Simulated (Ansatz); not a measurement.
# Calculations on B33N31

**1. Relaxation**

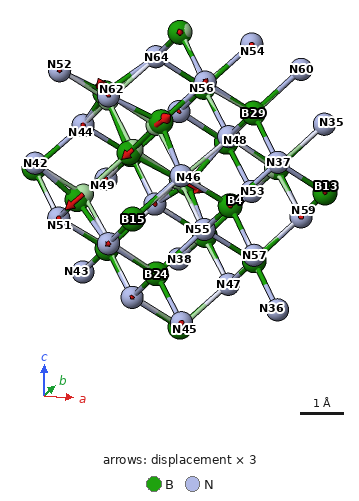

A relaxation of a defect cell of composition B₃₃N₃₁ (cell charge +3). The starting structure is drawn faded, the final one solid; red arrows show the displacements, magnified 3 times.

A ball-and-stick model of the atoms within 4.2 Å of the atom that moves most (axes of the cell of the calculation (origin shifted)), seen slightly off an axis.

The atoms of the start lie slightly off their symmetric places, so part of the fall in energy undoes that.

All numbers below come from DFT, PBEsol, PAW, plane waves (Ansatz 0.2.0). (plane-wave cutoff 420 eV; k-point mesh 1 × 1 × 1; mesh shifted by (0.25, 0.25, 0.25); collinear spin; atoms relaxed in a fixed cell; force threshold 0.03 eV/Å; at most 80 steps)

Q: Which element moves most?

A: Boron: up to 0.25 Å, against 0.06 Å for nitrogen.

Q: What happened in the run?

A: The atom that moves furthest is a B atom (0.25 Å roughly along [1 1 −1]). Largest moves by element: B 0.25 Å, N 0.06 Å. The cell doesn't change. Some distances before and after: B–B 1.537 → 1.827 Å, B–N 1.611 → 1.511 Å, B–N 1.581 → 1.487 Å, B–N 1.630 → 1.543 Å. Among the angles between lasting bonds that change: B–B–N 111.5° → 98.2°, B–N–B 112.0° → 100.0°, B–B–N 110.1° → 98.4°. Over 6 geometry steps the energy falls by 3.942 eV per cell of the calculation. The largest force component goes from 4.1 to 0.013 eV/Å. Cost: 40 s on 7 threads of Arm Neoverse-V2, peak memory 1.2 GiB.

Limits of the set-up: the periodic images lie only 7.2 Å apart, so the values are limited by the cell's size; the cell is charged, on a uniform background, and energies carry no finite-size correction.

**2. Relaxation**

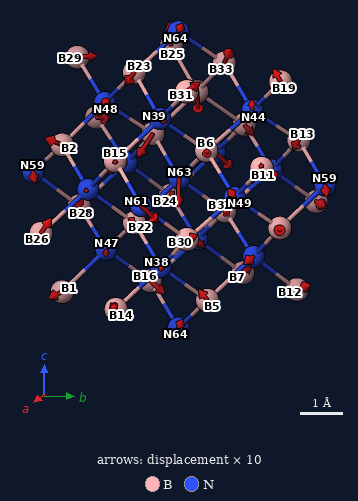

This is a relaxation of a defect cell of composition B₃₃N₃₁ (cell charge −1). The starting structure is drawn; red arrows show the displacements, 10 times their true length.

A ball-and-stick model of the atoms within 4.2 Å of the atom that moves most (axes of the cell of the calculation, reduced to other axes), seen slightly off an axis. Lengths and directions refer to the drawn axes.

The atoms of the start lie slightly off their symmetric places, so part of the fall in energy undoes that.

These are results of DFT, PBEsol, PAW, plane waves (Ansatz 0.2.0), not measurements. (plane-wave cutoff 420 eV; k-point mesh 1 × 1 × 1; mesh shifted by (0.25, 0.25, 0.25); collinear spin; atoms relaxed in a fixed cell; force threshold 0.03 eV/Å; at most 80 steps)

**Describe the change and its energy.**

The largest move is that of an N atom, 0.086 Å along [3 1 −3]. By element the largest moves are N 0.086 Å, B 0.081 Å. The cell stays as it was. Some distances before and after: B–B 1.548 → 1.694 Å, B–N 1.617 → 1.542 Å, B–N 1.626 → 1.553 Å, B–B 1.537 → 1.600 Å. Among the angles between lasting bonds that change: B–B–B 109.1° → 103.9°, N–B–N 112.3° → 107.6°, B–B–N 108.1° → 104.0°. After 6 accepted moves (7 points after the start) the energy has fallen by 2.037 eV per cell of the calculation. The largest force component goes from 2.3 to 0.023 eV/Å. The line search rejected the trial step at point 3 of the run. Cost: 37 s on 7 threads of Arm Neoverse-V2, peak memory 1.2 GiB.

Limits of the set-up: the periodic images lie only 7.2 Å apart, so the values are limited by the cell's size; the cell is charged, on a uniform background, and energies carry no finite-size correction.

**3. Defect**

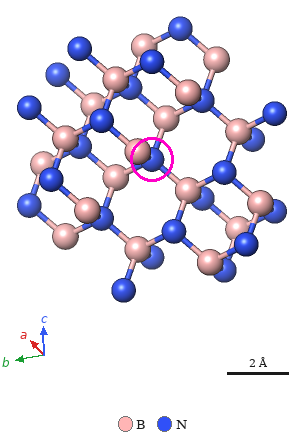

Perfect BN. Style: ball-and-stick. Shown: the atoms within 4.6 Å of one point, in a slice 3.4 Å thick across the line of sight, from a free direction.

Computed with Ansatz 0.2.0, DFT, PBEsol, PAW, plane waves. Settings: plane-wave cutoff 420 eV; k-point mesh 1 × 1 × 1; mesh shifted by (0.25, 0.25, 0.25); no spin polarisation. Fermi-Dirac smearing of 0.01 eV. A uniform background neutralises the charged cell. The axes drawn are those of the host's conventional cell.

A nitrogen atom is replaced by boron at the ringed place, in charge state −2. The supercell has 64 sites, and the atoms are relaxed at the host's cell.

How do the neighbours respond?

In the host the N atom has 4 B at 1.56 Å; the B atom ends with 4 B at 1.58 Å. Of the host's atoms, a nitrogen atom moves furthest from its site, by 0.04 Å.

The relaxed defect, seen from the same direction:

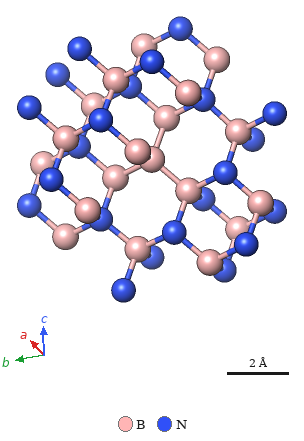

Limits of the set-up: the periodic images lie only 7.2 Å apart, so the values are limited by the cell's size; the cell is charged, on a uniform background, and energies carry no finite-size correction.
